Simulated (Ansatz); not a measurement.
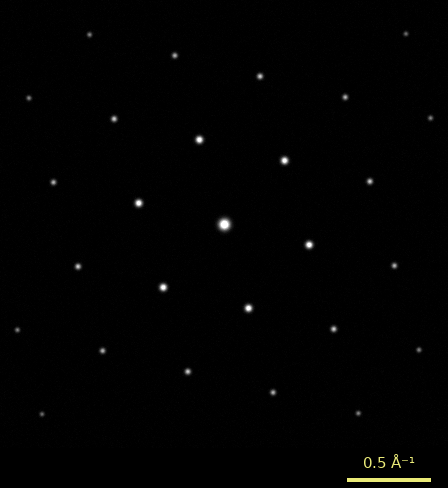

Kinematic zone-axis pattern, calculated for 120 keV electrons with B = 0.3 Å².

Phase: Ti, space group Pm-3m (No. 221), a = 2.674 Å. Structure: the input geometry of an electronic-structure calculation (not necessarily at equilibrium); the starting structure was generated, so it need not be a known form of this composition.

| atom | site | symmetry | x | y | z |
| --- | --- | --- | --- | --- | --- |
| Ti | 1a | m-3m | 0.0000 | 0.0000 | 0.0000 |

### Which low-index zone axis gives this pattern?

The spots form a hexagonal net with both shortest vectors at d = 1.89 Å, 60.0° apart. They index as -1 1 0 and -1 0 1, so the zone axis is [111] (or an equivalent direction of <111>).
